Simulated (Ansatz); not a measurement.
## Mending a single-point calculation on GaSb2

System: GaSb2 (R-3m, 6 atoms in the cell).
Method of the first run: DFT, PBE, plane waves, PAW, Ueff = 20 eV on Ga p, no spin polarisation (Ansatz 0.2.0).

The structure is a generated one, with these elements put on the sites of a known structure type; it need not be a known phase. Some settings of this run were made unusual or wrong on purpose. Text and figures count atoms from 1; the logs count them from 0 in places.

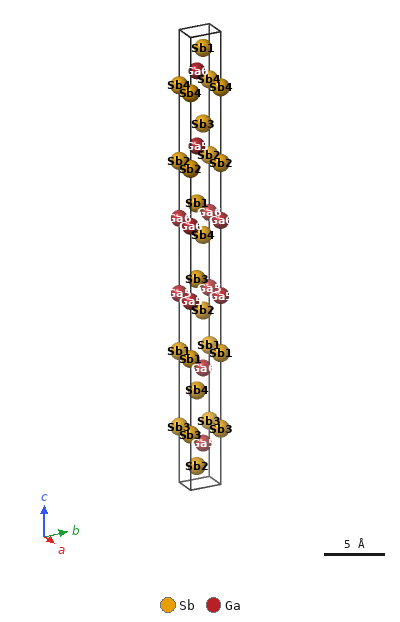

The structure as given in the input (spheres-only view of the cell 3 times as large as that of the calculation, set on its symmetry axes, seen slightly off an axis; atoms are numbered from 1 in the order of the input).

## The input, the first run
```yaml
crystal:
  lattice:
    - [1.814122, 3.142145, 0.0]
    - [-1.814122, 3.142145, 0.0]
    - [0.0, -2.094764, 13.015992]
  atoms:
    - { symbol: Sb, position: [0.29, 0.29, 0.87] }
    - { symbol: Sb, position: [0.71, 0.71, 0.13] }
    - { symbol: Sb, position: [0.123, 0.123, 0.369] }
    - { symbol: Sb, position: [0.877, 0.877, 0.631] }
    - { symbol: Ga, position: [0.417, 0.417, 0.251] }
    - { symbol: Ga, position: [0.583, 0.583, 0.749] }
  symmetry: { tolerance: 0.0003 }
kpoints:
  mp_grid: { grid: [6, 6, 6], shift: [0, 0, 0] }
magnetization:
  spin_polarized: false
scf:
  occupations: { method: fermi_dirac }
  max_iter: 80
hamiltonian:
  pseudopotentials: { kind: paw }
  xc: pbe
  hubbard: { sites: [{ species: Ga, l: p, u_eff: 20.0 }] }
basis:
  ecutwfc: 420
output:
  forces: true
  stress: true
  eigenvalues: true
```

Command:
```bash
ansatz run input.yaml --threads 1 --pin off --max-ram 2560MiB --backend cpu --events-out ev --progress --plain --runs-dir out
```

Hardware: 1 thread of an x86-64 CPU, shared host.

## Output, shortened to warnings, some set-up lines, iterations and results (the first run)
```
Warning: crystal.lattice misses the space group found at crystal.symmetry.tolerance 3.0e-4 in a digit that the deck types, which is why this is a warning: making the lattice exact moves one of its numbers by a whole unit of that number's last typed decimal, or more. The operation that it misses by the most changes a squared length by the fraction 3.57e-6. The run uses the lattice that is a …
Basis set: ecut = 420 eV, 2863 PW (Γ), exchange–correlation on 50×50×180 points (8 copies of the dense FFT grid, shifted against one another)
Symmetry: 12 space group operations
k-points: 32 of 216
Initial density: superposition of atomic densities (chi_scale 0.1, normalization cell, long waves of neutral atoms under a Hubbard term (reshape's long-wave potential 0.05 eV rms, cloud 2.61 Å wide))
[...]
SCF iter   1: F=—  HF=-33474.061946 eV  |F-HF|=—  |Δ(HF+E_count)|=         —  Δρ=2.59e-2  dr2=1.72e0  ethr=2.01e-3  ⟨swp⟩=1.1  Hψ=9259  notcnv=0
SCF iter   2: F=—  HF=-33473.929509 eV  |F-HF|=—  |Δ(HF+E_count)|=   1.32e-1  Δρ=1.53e-2  dr2=6.39e-1  ethr=2.00e-3  ⟨swp⟩=3.1  Hψ=2357  notcnv=0
SCF iter   3: F=—  HF=-33474.118777 eV  |F-HF|=—  |Δ(HF+E_count)|=   1.89e-1  Δρ=5.08e-3  dr2=2.31e-2  ethr=7.43e-4  ⟨swp⟩=4.9  Hψ=3259  notcnv=0
SCF iter   4: F=—  HF=-33474.171426 eV  |F-HF|=—  |Δ(HF+E_count)|=   5.26e-2  Δρ=3.50e-3  dr2=4.76e-2  ethr=2.68e-5  ⟨swp⟩=3.0  Hψ=3350  notcnv=0  defer=16
SCF iter   5: F=—  HF=-33474.180841 eV  |F-HF|=—  |Δ(HF+E_count)|=   9.41e-3  Δρ=1.75e-3  dr2=1.69e-2  ethr=2.68e-5  ⟨swp⟩=2.6  Hψ=2693  notcnv=0  defer=17
SCF iter   6: F=—  HF=-33474.175952 eV  |F-HF|=—  |Δ(HF+E_count)|=   4.89e-3  Δρ=5.76e-4  dr2=2.10e-3  ethr=1.97e-5  ⟨swp⟩=2.0  Hψ=2395  notcnv=0  defer=17
SCF iter   7: F=—  HF=-33474.175642 eV  |F-HF|=—  |Δ(HF+E_count)|=   3.09e-4  Δρ=2.45e-4  dr2=3.22e-4  ethr=2.44e-6  ⟨swp⟩=3.0  Hψ=3095  notcnv=0  defer=17
SCF iter   8: F=—  HF=-33474.175620 eV  |F-HF|=—  |Δ(HF+E_count)|=   2.25e-5  Δρ=8.46e-5  dr2=1.99e-5  ethr=3.74e-7  ⟨swp⟩=2.0  Hψ=1962  notcnv=0  defer=17
SCF iter   9: F=—  HF=-33474.175623 eV  |F-HF|=—  |Δ(HF+E_count)|=   2.48e-6  Δρ=3.25e-5  dr2=6.27e-6  ethr=2.32e-8  ⟨swp⟩=3.0  Hψ=3218  notcnv=0  defer=17
SCF iter  10: F=—  HF=-33474.175624 eV  |F-HF|=—  |Δ(HF+E_count)|=   1.22e-6  Δρ=1.52e-5  dr2=4.85e-7  ethr=7.29e-9  ⟨swp⟩=2.3  Hψ=3073  notcnv=0  defer=17
SCF iter  11: F=—  HF=-33474.175624 eV  |F-HF|=—  |Δ(HF+E_count)|=   9.73e-8  Δρ=6.79e-6  dr2=2.52e-7  ethr=1.16e-10  ⟨swp⟩=11.7  Hψ=8174  notcnv=0
SCF iter  12: F=-33474.175624 eV  HF=-33474.175624 eV  |F-HF|=2.16e-8  |Δ(HF+E_count)|=   2.70e-8  Δρ=1.71e-6  dr2=2.69e-8  ethr=1.16e-10  ⟨swp⟩=3.0  Hψ=5892  notcnv=0
SCF 1 converged in 12 iterations: F = -33474.175624 eV  dr2 = 2.69e-8
SCF converged after 12 iterations
Free energy (F): -33474.175624 eV
Harris-Foulkes:  -33474.175624 eV  (|F-HF|=2.16e-8)
Internal energy: -33473.999837 eV  (E = F + TS)
E sigma→0 (E₀):  -33474.087731 eV
Entropy (-TS):   -0.175787 eV (-29.298 meV/atom)
Fermi energy:    10.924526 eV
--- Per-component energies (eV) ---
  E_band       = -684.605089
  E_kinetic    = 1079.566604
  E_local      = -11117.220087  (includes V_loc(G=0)·N_el)
  E_nonlocal   = 2293.812624
  E_hartree    = 5168.875186
  E_xc         = -701.592767
  E_vxc        = -513.013952  (∫ρ·V_xc dr)
  E_hubbard    = 23.406813  (on-site DFT+U / exact-exchange correction)
  E_vhub       = 14.913119  (the Hubbard potential's part of the band-sum identity)
  E_paw        = -22268.162370  (= ΣΔE_a)
  E_vpaw       = -2780.419536  (= ΣTr[D̂ρ^β])
  E_aug_tail   = -0.000218  (compensation charges beyond the density's cutoff)
  E_ewald      = -7952.685623
  E_smearing   = -0.175787  (= −TS)
  E_closure    = 0.000000  (closes the sum)
  Σ components = -33474.175624   (vs F -33474.175624, Δ=0.00e0)
--- Forces (eV/Å), atoms counted from 1 ---
  atom   1  Sb     0.00000000    -0.00000011     4.36270910
  atom   2  Sb    -0.00000000     0.00000011    -4.36270910
  atom   3  Sb     0.00000000    -0.00000011     4.35461203
  atom   4  Sb    -0.00000000     0.00000011    -4.35461203
  atom   5  Ga     0.00000000     0.00000000    -0.17173645
  atom   6  Ga    -0.00000000    -0.00000000     0.17173645
  max |Σ_I F_I| component: 8.60e-16 eV/Å
--- Stress (GPa, compression-positive) ---
       20.667128       0.000000      -0.000000
        0.000000      20.667128      -0.000000
       -0.000000      -0.000000      25.279778
  P = ⅓ Tr σ = 22.2047 GPa (222.047 kbar)
Occupation matrices written to [file]
```

What went wrong, and how is the input to be mended?

Answer. This input holds a deliberate fault: an enormous or negative U (`hamiltonian.hubbard`). Such a U drives the occupations to unphysical values. The run converged all the same; its numbers are those of the faulty input and shouldn't be used. Warnings of the run: the structure was made exactly symmetric.

A run of the same system that converges differs from this input as follows (lines with − go, lines with + come):
```diff
-  max_iter: 80
-  hubbard: { sites: [{ species: Ga, l: p, u_eff: 20.0 }] }
```

## Output, shortened to warnings, some set-up lines, iterations and results (the second run)
```
Warning: crystal.lattice misses the space group found at crystal.symmetry.tolerance 3.0e-4 in a digit that the deck types, which is why this is a warning: making the lattice exact moves one of its numbers by a whole unit of that number's last typed decimal, or more. The operation that it misses by the most changes a squared length by the fraction 3.57e-6. The run uses the lattice that is a …
Basis set: ecut = 420 eV, 2863 PW (Γ), exchange–correlation on 50×50×180 points (8 copies of the dense FFT grid, shifted against one another)
Symmetry: 12 space group operations
k-points: 32 of 216
Initial density: superposition of atomic densities (neutral atoms: chi_scale 0, normalization atom), corrected by the library's trained network
[...]
SCF iter   1: F=—  HF=-33500.925532 eV  |F-HF|=—  |Δ(HF+E_count)|=         —  Δρ=2.54e-3  dr2=1.92e-2  ethr=1.77e-3  ⟨swp⟩=8.1  Hψ=6617  notcnv=0  defer=8
SCF iter   2: F=—  HF=-33500.918796 eV  |F-HF|=—  |Δ(HF+E_count)|=   6.74e-3  Δρ=1.12e-3  dr2=1.76e-3  ethr=2.23e-5  ⟨swp⟩=2.0  Hψ=2975  notcnv=0  defer=11
SCF iter   3: F=—  HF=-33500.918745 eV  |F-HF|=—  |Δ(HF+E_count)|=   5.08e-5  Δρ=5.81e-4  dr2=6.48e-4  ethr=2.04e-6  ⟨swp⟩=2.0  Hψ=2924  notcnv=0  defer=11
SCF iter   4: F=—  HF=-33500.918572 eV  |F-HF|=—  |Δ(HF+E_count)|=   1.73e-4  Δρ=1.91e-4  dr2=8.82e-5  ethr=7.54e-7  ⟨swp⟩=2.0  Hψ=2862  notcnv=0  defer=11
SCF iter   5: F=—  HF=-33500.918548 eV  |F-HF|=—  |Δ(HF+E_count)|=   2.43e-5  Δρ=8.45e-5  dr2=1.12e-5  ethr=1.03e-7  ⟨swp⟩=2.1  Hψ=2562  notcnv=0  defer=11
SCF iter   6: F=—  HF=-33500.918545 eV  |F-HF|=—  |Δ(HF+E_count)|=   3.08e-6  Δρ=2.44e-5  dr2=1.45e-6  ethr=1.31e-8  ⟨swp⟩=2.3  Hψ=2458  notcnv=0  defer=11
SCF iter   7: F=-33500.918545 eV  HF=-33500.918545 eV  |F-HF|=9.72e-9  |Δ(HF+E_count)|=   1.74e-7  Δρ=5.34e-6  dr2=4.42e-8  ethr=1.16e-10  ⟨swp⟩=6.9  Hψ=7403  notcnv=0
SCF 1 converged in 7 iterations: F = -33500.918545 eV  dr2 = 4.42e-8
SCF converged after 7 iterations
Free energy (F): -33500.918545 eV
Harris-Foulkes:  -33500.918545 eV  (|F-HF|=9.72e-9)
Internal energy: -33500.739417 eV  (E = F + TS)
E sigma→0 (E₀):  -33500.828981 eV
Entropy (-TS):   -0.179128 eV (-29.855 meV/atom)
Fermi energy:    10.536008 eV
--- Per-component energies (eV) ---
  E_band       = -694.380060
  E_kinetic    = 1070.902681
  E_local      = -11124.051088  (includes V_loc(G=0)·N_el)
  E_nonlocal   = 2295.282483
  E_hartree    = 5181.187934
  E_xc         = -697.929877
  E_vxc        = -508.886650  (∫ρ·V_xc dr)
  E_paw        = -22273.445710  (= ΣΔE_a)
  E_vpaw       = -2789.996098  (= ΣTr[D̂ρ^β])
  E_aug_tail   = -0.000218  (compensation charges beyond the density's cutoff)
  E_ewald      = -7952.685623
  E_smearing   = -0.179128  (= −TS)
  E_closure    = -0.000000  (closes the sum)
  Σ components = -33500.918545   (vs F -33500.918545, Δ=0.00e0)
--- Forces (eV/Å), atoms counted from 1 ---
  atom   1  Sb     0.00000000    -0.00000006     2.47732798
  atom   2  Sb    -0.00000000     0.00000006    -2.47732798
  atom   3  Sb     0.00000000    -0.00000006     2.50307678
  atom   4  Sb    -0.00000000     0.00000006    -2.50307678
  atom   5  Ga     0.00000000     0.00000000    -0.16375115
  atom   6  Ga    -0.00000000    -0.00000000     0.16375115
  max |Σ_I F_I| component: 1.97e-17 eV/Å
--- Stress (GPa, compression-positive) ---
       13.042236       0.000000      -0.000000
        0.000000      13.042236       0.000000
       -0.000000       0.000000      12.699488
  P = ⅓ Tr σ = 12.9280 GPa (129.280 kbar)
```

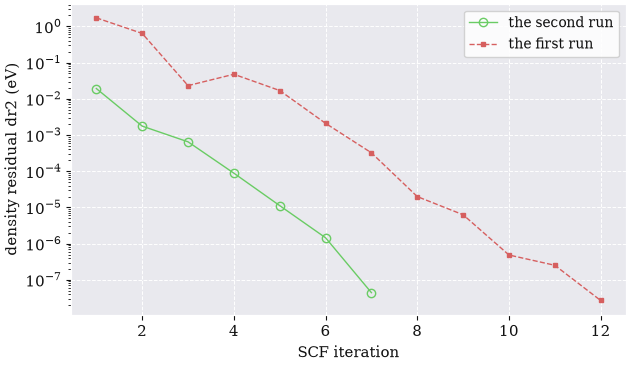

Convergence of the two runs: density residual dr2 against the SCF iteration. The second run takes 7 iterations in all, and the first run takes 12.

## The two runs side by side

| quantity | the first run | the second run |
| --- | --- | --- |
| outcome | converged | converged |
| free energy per atom (eV) | −5579.0293 | −5583.4864 |
| energy per atom, smearing taken to zero (eV) | −5579.0146 | −5583.4715 |
| pressure (GPa) | 22.20 | 12.93 |
| largest force (eV/Å) | 4.363 | 2.503 |
| SCF iterations | 12 | 7 |
| irreducible k-points | 32 | 32 |
| plane waves at Γ | 2863 | 2863 |
| wall time (shared host) | 27 s | 14 s |

The total energies belong to different models, so their difference says nothing on which is more stable or more accurate. The pressure goes from 22.20 to 12.93 GPa. The largest force goes from 4.363 to 2.503 eV/Å. The SCF takes 7 iterations against 12. The two runs start from different initial densities, which also moves the count.

Notes on the second run: The program warns: the structure was made exactly symmetric. The cell is under a pressure of 12.9 GPa at this level, so it is not at its equilibrium volume.
